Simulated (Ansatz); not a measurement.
## Run report: TiO2, field-gradient calculation (part 2 of 2)

Continued. System: TiO2 (Pbcn, 12 atoms in the cell). Method: DFT, PBE, plane-wave PAW, default files, scalar-relativistic, no spin polarisation (Ansatz 0.2.0); cutoff 420 eV, 5×4×4 k-mesh, Fermi–Dirac smearing of 0.02 eV. The structure derives from an entry of the Crystallography Open Database.

Geometry of the input (Å; fractional positions):
```
4.5318  0.0000  0.0000
0.0000  5.5019  0.0000
0.0000  0.0000  4.9063
Ti 0.0000  0.1704  0.2500
Ti 0.5000  0.3296  0.7500
Ti 0.0000  0.8296  0.7500
Ti 0.5000  0.6704  0.2500
O  0.2716  0.3814  0.4142
O  0.2284  0.1186  0.9142
O  0.7716  0.1186  0.5858
O  0.7284  0.3814  0.0858
O  0.7284  0.6186  0.5858
O  0.7716  0.8814  0.0858
O  0.2284  0.8814  0.4142
O  0.2716  0.6186  0.9142
```

**File populations.tsv**
```
# site	symbol	l	j	q
# orbitals = lowdin
# n_electrons = 96.000000
# spilling = 0.003251
0	Ti	0_3S	-	1.928982
0	Ti	0_4S	-	0.443661
0	Ti	1_3P	-	5.985840
0	Ti	2_3D	-	2.283421
1	Ti	0_3S	-	1.928982
1	Ti	0_4S	-	0.443661
1	Ti	1_3P	-	5.985840
1	Ti	2_3D	-	2.283421
2	Ti	0_3S	-	1.928982
2	Ti	0_4S	-	0.443661
2	Ti	1_3P	-	5.985840
2	Ti	2_3D	-	2.283421
3	Ti	0_3S	-	1.928982
3	Ti	0_4S	-	0.443661
3	Ti	1_3P	-	5.985840
3	Ti	2_3D	-	2.283421
4	O	0_2S	-	1.755555
4	O	1_2P	-	4.884477
5	O	0_2S	-	1.755555
5	O	1_2P	-	4.884477
6	O	0_2S	-	1.755555
6	O	1_2P	-	4.884477
7	O	0_2S	-	1.755555
7	O	1_2P	-	4.884477
8	O	0_2S	-	1.755555
8	O	1_2P	-	4.884477
9	O	0_2S	-	1.755555
9	O	1_2P	-	4.884477
10	O	0_2S	-	1.755555
10	O	1_2P	-	4.884477
11	O	0_2S	-	1.755555
11	O	1_2P	-	4.884477
```

**File rho_z.tsv**
```
# z_ang	rho[e/angstrom^3]
# format = ansatz-planar-average/11
# lattice	4.531800000	0.000000000	0.000000000
# lattice	0.000000000	5.501900000	0.000000000
# lattice	0.000000000	0.000000000	4.906300000
# sites	12
# site	22	0.000000000	0.937523760	1.226575000
# site	22	2.265900000	1.813426240	3.679725000
# site	22	0.000000000	4.564376240	3.679725000
# site	22	2.265900000	3.688473760	1.226575000
# site	8	1.230836880	2.098424660	2.032189460
# site	8	1.035063120	0.652525340	4.485339460
# site	8	3.496736880	0.652525340	2.874110540
# site	8	3.300963120	2.098424660	0.420960540
# site	8	3.300963120	3.403475340	2.874110540
# site	8	3.496736880	4.849374660	0.420960540
# site	8	1.035063120	4.849374660	2.032189460
# site	8	1.230836880	3.403475340	4.485339460
0.000000	6.323134e-1
0.136286	6.518584e-1
0.272572	6.910280e-1
0.408858	7.184620e-1
0.545144	7.339136e-1
0.681431	7.624970e-1
0.817717	8.215475e-1
0.954003	9.012989e-1
1.090289	9.687485e-1
1.226575	9.945564e-1
1.362861	9.687485e-1
1.499147	9.012989e-1
1.635433	8.215475e-1
1.771719	7.624970e-1
1.908006	7.339136e-1
2.044292	7.184620e-1
2.180578	6.910280e-1
2.316864	6.518584e-1
2.453150	6.323134e-1
2.589436	6.518584e-1
2.725722	6.910280e-1
2.862008	7.184620e-1
2.998294	7.339136e-1
3.134581	7.624970e-1
3.270867	8.215475e-1
3.407153	9.012989e-1
3.543439	9.687485e-1
3.679725	9.945564e-1
3.816011	9.687485e-1
3.952297	9.012989e-1
4.088583	8.215475e-1
4.224869	7.624970e-1
4.361156	7.339136e-1
4.497442	7.184620e-1
4.633728	6.910280e-1
4.770014	6.518584e-1
```

**File v_z.tsv**
```
# z_ang	v_es[eV]	v_tot[eV]
# format = ansatz-planar-average/11
# xc	pbe
# density_cutoff_ev	1680
# datasets	Ti=:simpson_from_first_knot:soft	O=:simpson_from_first_knot:soft
# lattice	4.531800000	0.000000000	0.000000000
# lattice	0.000000000	5.501900000	0.000000000
# lattice	0.000000000	0.000000000	4.906300000
# sites	12
# site	22	0.000000000	0.937523760	1.226575000
# site	22	2.265900000	1.813426240	3.679725000
# site	22	0.000000000	4.564376240	3.679725000
# site	22	2.265900000	3.688473760	1.226575000
# site	8	1.230836880	2.098424660	2.032189460
# site	8	1.035063120	0.652525340	4.485339460
# site	8	3.496736880	0.652525340	2.874110540
# site	8	3.300963120	2.098424660	0.420960540
# site	8	3.300963120	3.403475340	2.874110540
# site	8	3.496736880	4.849374660	0.420960540
# site	8	1.035063120	4.849374660	2.032189460
# site	8	1.230836880	3.403475340	4.485339460
0.000000	7.397098e0	-4.096110e0
0.136286	7.364257e0	-4.045705e0
0.272572	6.924808e0	-4.328510e0
0.408858	5.790172e0	-5.382709e0
0.545144	4.637498e0	-6.558423e0
0.681431	3.899733e0	-7.337217e0
0.817717	3.603417e0	-7.649413e0
0.954003	3.791269e0	-7.442457e0
1.090289	4.173573e0	-7.004913e0
1.226575	4.283959e0	-6.863317e0
1.362861	4.173573e0	-7.004913e0
1.499147	3.791269e0	-7.442457e0
1.635433	3.603417e0	-7.649413e0
1.771719	3.899733e0	-7.337217e0
1.908006	4.637498e0	-6.558423e0
2.044292	5.790172e0	-5.382709e0
2.180578	6.924808e0	-4.328510e0
2.316864	7.364257e0	-4.045705e0
2.453150	7.397098e0	-4.096110e0
2.589436	7.364257e0	-4.045705e0
2.725722	6.924808e0	-4.328510e0
2.862008	5.790172e0	-5.382709e0
2.998294	4.637498e0	-6.558423e0
3.134581	3.899733e0	-7.337217e0
3.270867	3.603417e0	-7.649413e0
3.407153	3.791269e0	-7.442457e0
3.543439	4.173573e0	-7.004913e0
3.679725	4.283959e0	-6.863317e0
3.816011	4.173573e0	-7.004913e0
3.952297	3.791269e0	-7.442457e0
4.088583	3.603417e0	-7.649413e0
4.224869	3.899733e0	-7.337217e0
4.361156	4.637498e0	-6.558423e0
4.497442	5.790172e0	-5.382709e0
4.633728	6.924808e0	-4.328510e0
4.770014	7.364257e0	-4.045705e0
```

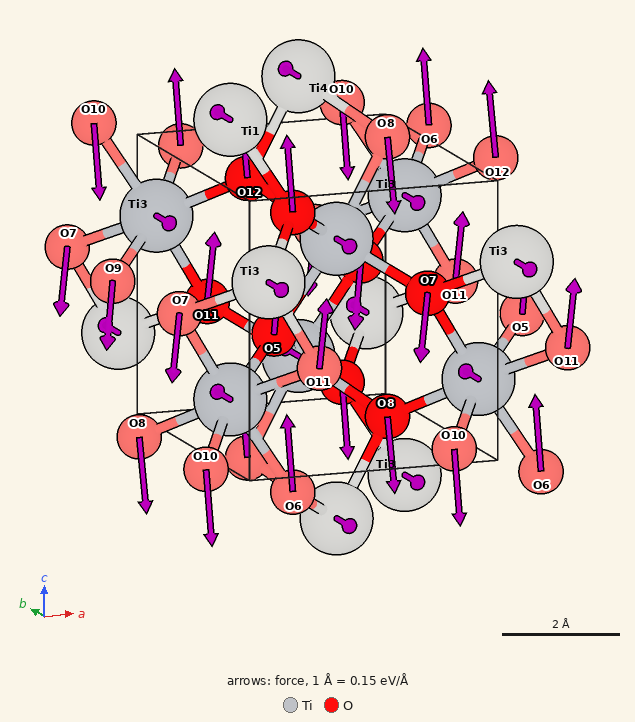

Figure 1. Forces on the atoms as pink arrows (ball-and-stick view of the cell of the calculation, seen slightly off an axis; neighbours outside the cell are drawn fainter; atoms are numbered from 1 in the order of the input). The largest act on all 8 O atoms (0.20 eV/Å); all 4 Ti atoms (0.13 eV/Å). The geometry is not a stationary point of this energy.

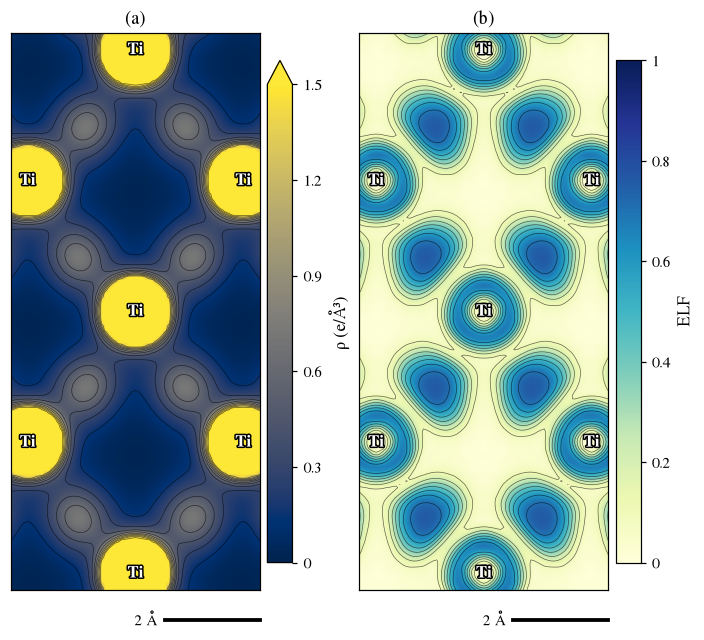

Figure 2. (a) valence charge density (pseudo); (b) ELF on the (001) plane of the conventional cell. The section cuts through Ti sites. Away from the nuclei the density in this plane falls to 0.02 e/Å³ at its lowest. The strong features right at Ti lie inside the PAW spheres (semicore, d or f shells) and say nothing about bonding. In a PAW calculation such maps are meaningful between the atoms, not at the nuclei.

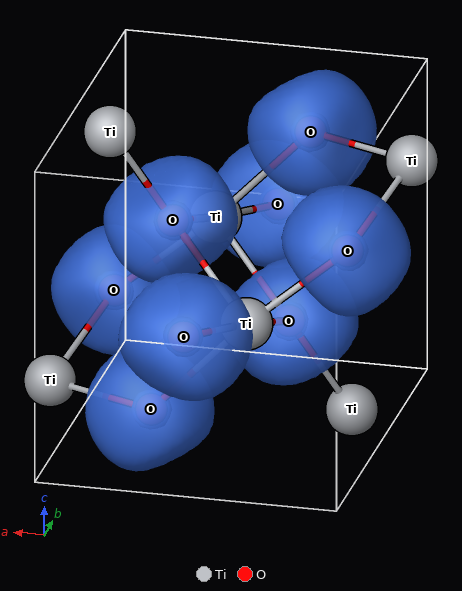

Figure 3. Isosurface of the electron localisation function at 0.6 (blue), seen at an oblique angle. Only the valence region is drawn (cores and ρ < 0.01 e/Å³ removed). Sticks mark near contacts. The outline is the cell set on symmetry axes. Values along the shortest contacts: Ti–O (1.87 Å): the ELF is about 0.25 at the midpoint. Ti–O (1.97 Å): the ELF is about 0.20 at the midpoint.

**Results in brief**

```json
{"quantity": "outcome", "value": "converged"}
{"quantity": "space group (tolerance 0.01 Å)", "value": "Pbcn (60)"}
{"quantity": "electrons treated", "value": "96"}
{"quantity": "free energy", "value": "−14554.5870 eV"}
{"quantity": "Fermi energy", "value": "10.382 eV"}
{"quantity": "gap on the k-point mesh", "value": "2.57 eV"}
{"quantity": "pressure", "value": "5.70 GPa"}
{"quantity": "field gradient V_zz (10²¹ V/m²)", "value": "Ti −2.14, Ti −2.14, Ti −2.14, Ti −2.14, O −2.77, O −2.77, O −2.77, O −2.77 (the first 8 of 12 sites)"}
{"quantity": "largest force (length of the vector)", "value": "0.202 eV/Å"}
{"quantity": "wall time", "value": "16 s"}
{"quantity": "peak memory", "value": "0.48 GiB"}
```

**Remarks**

The cell is under a pressure of 5.7 GPa at this level, so it is not at its equilibrium volume.
